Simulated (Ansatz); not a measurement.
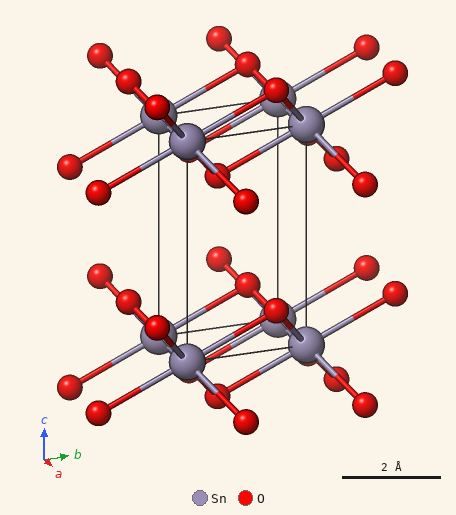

We look at a ball-and-stick model of the crystal slightly off an axis. Lines trace the edges of the conventional unit cell. Some neighbours outside the box are added. Cell: a = 3.22 Å, b = 3.22 Å, c = 4.59 Å, α = 90.00°, β = 90.00°, γ = 120.00°.

The initial geometry was a structure type filled with these elements by a generator (whether the compound takes this form wasn't checked). Earlier steps of the study may have refined or changed the cell and positions. A calculation with Ansatz used it as input.

**Summary of the structure:**

The stoichiometry is SnO2. The structure has P-3m1 (No. 164) symmetry and a primitive hexagonal lattice. In terms of structure types, this is cadmium iodide (CdI₂, 1T) type. One cell contains 1 Sn, 2 O, 3 atoms in all. Around each Sn lie six O in a distorted octahedral arrangement at about 2.1 Å. O is coordinated by three Sn in a trigonal pyramidal arrangement at about 2.1 Å. The bonds build SnO2 layers parallel to (001).

Level of theory and settings: DFT r2SCAN, scalar-relativistic, plane waves, PAW in Ansatz, a 500 eV plane-wave basis, 12×12×6 k-points, Gaussian smearing of 0.02 eV, no spin polarisation.

**What is the electronic character?**

A semiconductor at this level, with a gap of 2.38 eV, indirect.

**How charged are the atoms, by the Bader scheme?**

Sn +2.49 e; O -1.25 e.

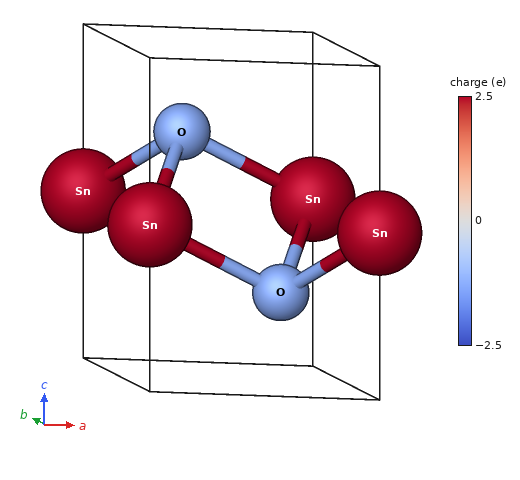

The atoms coloured by those charges. The run's cell of 3 atoms is drawn, so axes and origin can differ from the first picture.

**Is the structure relaxed at this level of theory?**

No. The largest force is 0.50 eV/Å, on O. The pressure is -4.6 GPa, so the cell would contract.

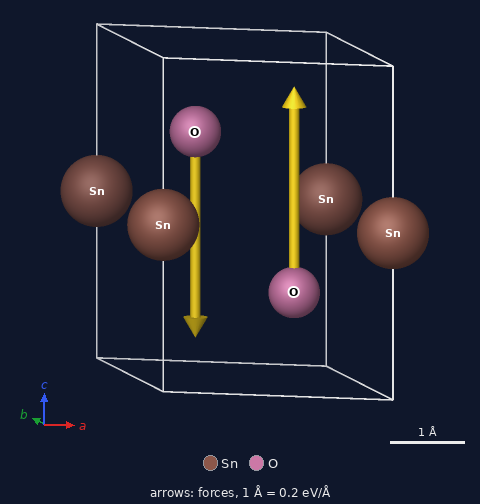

The forces as arrows. The run's cell of 3 atoms is drawn, so axes and origin can differ from the first picture.
